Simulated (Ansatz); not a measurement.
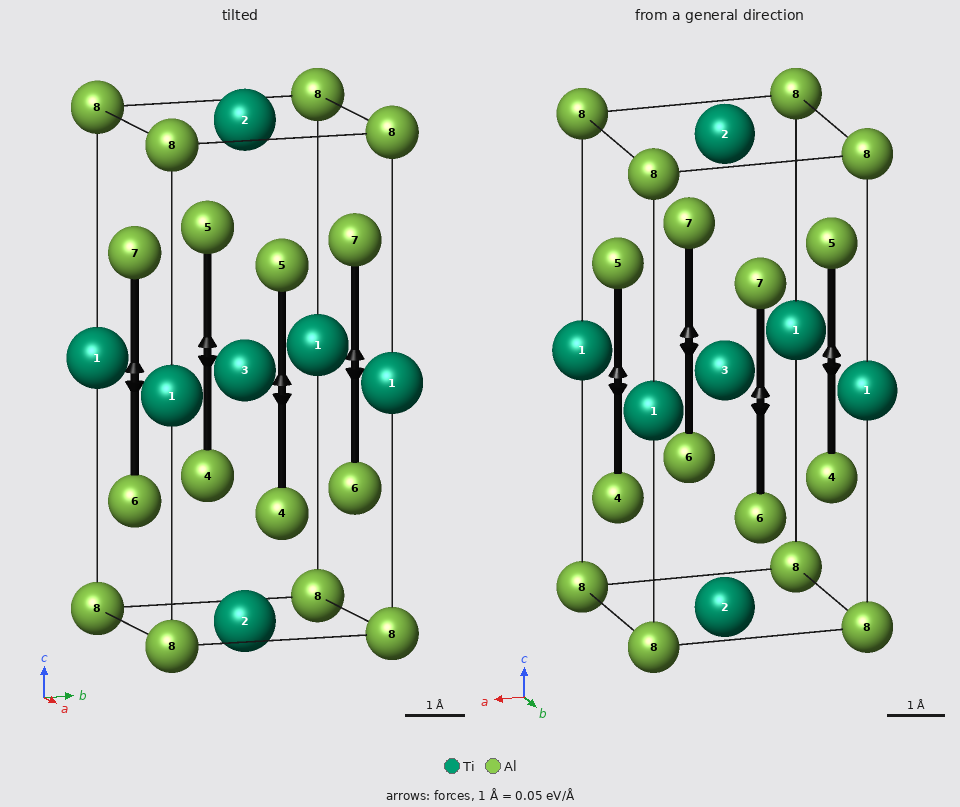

The structure above is drawn in spheres-only style and viewed slightly off an axis and from a general direction. The simulation cell is outlined; an atom on or near a face, edge or corner is repeated at each equivalent position. The arrows are the computed forces on the atoms.

System: Ti$_{3}$Al$_{5}$. Run with DFT PBEsol, scalar-relativistic, plane waves, PAW in Ansatz and these settings: a 420 eV plane-wave basis, the zone sampled with 10×10×6 points, Gaussian smearing of 0.15 eV, no spin polarisation.

**Has this structure been optimised to equilibrium?**

No. The atoms still feel forces of up to about 0.11 eV/Å, above a usual threshold of 0.01 to 0.03 eV/Å.

**Find the atom with the largest force.**

Al4, Al5, Al6 and Al7, about 0.11 eV/Å.

It goes back to a structure listed in the Materials Project. The cell was then strained or its atoms displaced on purpose. Ansatz was used for an electronic-structure calculation on it.
